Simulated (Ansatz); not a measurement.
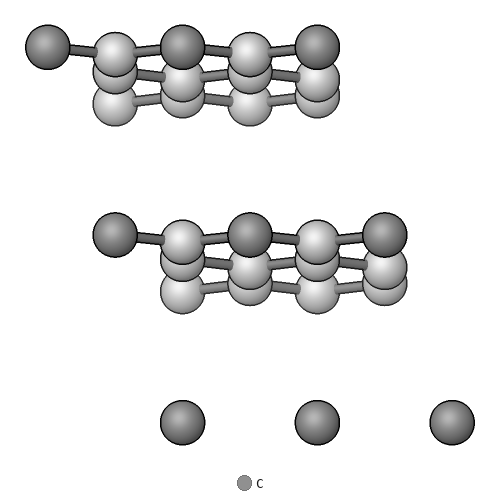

The system is Cl on a C(101) slab cut from the R-3m phase, its upper half relaxed before the scan (24 atoms of substrate and one adsorbate in a 2 × 2 cell); the picture shows it without the atoms that are moved over the map. Cl is moved over the surface cell at a fixed height above a rigid substrate; the origin of the map has the adsorbate above C21; the height is held at 2.50 Å. Places are given modulo a cell vector. The map is drawn in real space over the plane of the surface. The grid has 6 × 6 points; 21 points were computed and 15 follow by symmetry. Places are given in fractions of the 1 × 1 surface cell. All energies are given in eV relative to the lowest grid point. Energies and slopes of some neighbouring points disagree (a jump in structure or state, or too coarse a mesh). The magnetic moment jumps between some neighbouring points. At a fixed height the lowest place need not be the adsorption site. Theory: DFT PBE+D3(BJ), scalar-relativistic, plane waves, PAW (Ansatz 0.2.0). Settings: cutoff 420 eV, k-mesh 6×4×1, gaussian smearing 0.05 eV, spin-polarised.

Range: position of Cl25 along the first surface vector from 0.000 to 0.833; position of Cl25 along the second surface vector from 0.000 to 0.833.

Question: What will the energy surface look like?

Answer: The lowest grid point is at (1/6, 0/6) of the cell vectors [nearest 1 C at 2.53 Å]. The same energy is found at (5/6, 0/6) of the cell vectors [nearest 1 C at 2.53 Å]. The highest grid point, (4/6, 2/6) of the cell vectors [nearest 2 C at 3.01 Å], lies 0.94 eV above the lowest. At the lowest point the adsorbate has 1 C at 2.53 Å as nearest neighbours, at the highest 2 C at 3.01 Å.

| second ↓, first → | 0/6 | 1/6 | 2/6 | 3/6 | 4/6 | 5/6 |
| --- | --- | --- | --- | --- | --- | --- |
| 5/6 | 0.35 | 0.53 | 0.81 | 0.81 | 0.53 | 0.35 |
| 4/6 | 0.69 | 0.81 | 0.89 | 0.81 | 0.69 | 0.52 |
| 3/6 | 0.87 | 0.89 | 0.89 | 0.87 | 0.89 | 0.89 |
| 2/6 | 0.72 | 0.41 | 0.72 | 0.84 | 0.94 | 0.84 |
| 1/6 | 0.06 | 0.06 | 0.42 | 0.54 | 0.54 | 0.42 |
| 0/6 | 0.07 | 0.00 | 0.27 | 0.36 | 0.27 | 0.00 |

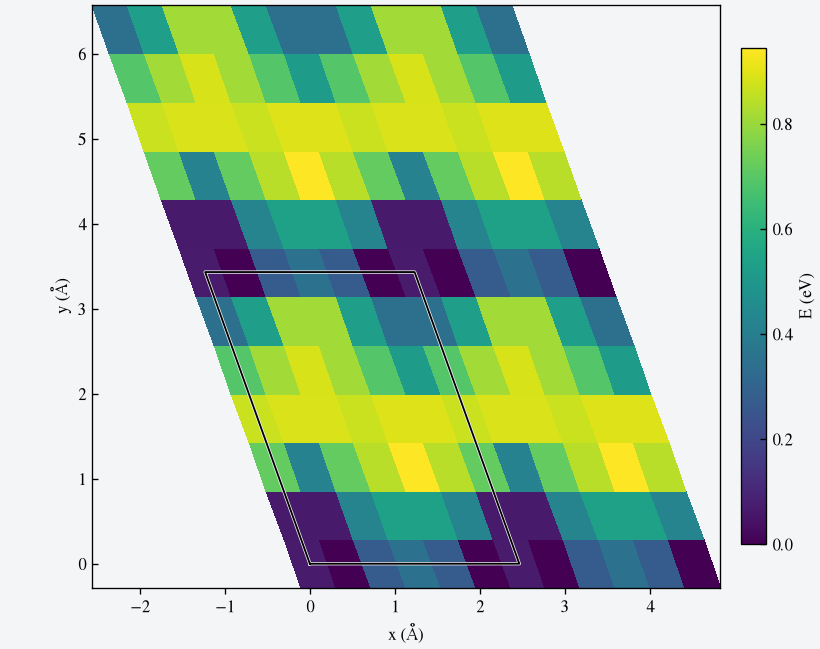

Drawn: one coloured cell a grid point, the outline of one cell of the 2 × 2 shown.

Time for the 21 points that were run: 40 min on 4 threads of Arm Neoverse V1, with other jobs on the host.

PAW datasets: the set soft_1.
